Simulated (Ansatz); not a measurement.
Input file:

```
crystal:
  lattice:
    - [0.0, 3.0690345955, 3.0690345955]
    - [3.0690345955, 0.0, 3.0690345955]
    - [3.0690345955, 3.0690345955, 0.0]
  atoms:
    - { symbol: Sn, position: [0.0, 0.0, 0.0] }
    - { symbol: Se, position: [0.5, 0.5, 0.5] }
hamiltonian:
  xc: { name: BHLYP }
  pseudopotentials: { kind: paw }
kpoints:
  mp_grid: { grid: [4, 4, 4] }
scf:
  occupations: { method: fermi_dirac, width: 0.05 }
output:
  forces: true
  stress: true
  eigenvalues: true
  write_density: true
  write_potential: true
  elf: true
  volumetric_format: npy
```

Command:

```sh
ansatz run input.yaml --threads 2 --pin off --max-ram 5632MiB --backend cpu --events-out ev --progress --plain --runs-dir out
```

Below, planes, directions and counts refer to the conventional cell (a = 6.14 Å, b = 6.14 Å, c = 6.14 Å, α = 90.00°, β = 90.00°, γ = 90.00°).

Space group Fm-3m.

Method: Kohn-Sham DFT of a periodic cell, BHLYP, Ansatz PAW in Ansatz 0.2.0.

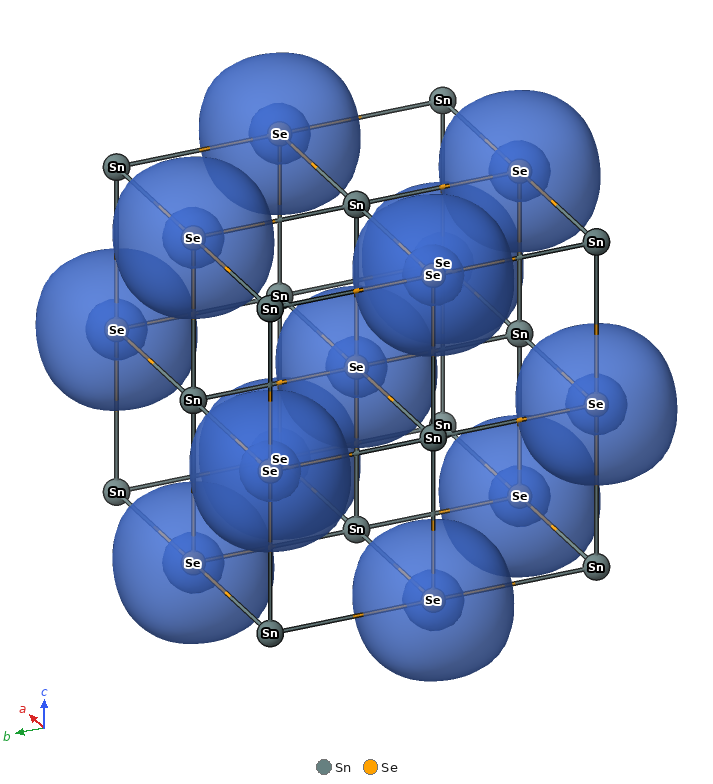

SnSe. Isosurface of the ELF at 0.6 (blue), seen at an oblique angle. Only the valence region is drawn (cores and ρ < 0.01 e/Å³ removed). Sticks mark near contacts.

Q: Describe the localisation domains.

A: The ELF exceeds this value in four regions wrapped around Se (the valence shell of each), counted in one cell of 8 atoms. Regions shared between cells count once. Along the contacts the grid gives the following. Sn–Se (3.07 Å): the ELF is about 0.35 at the midpoint.
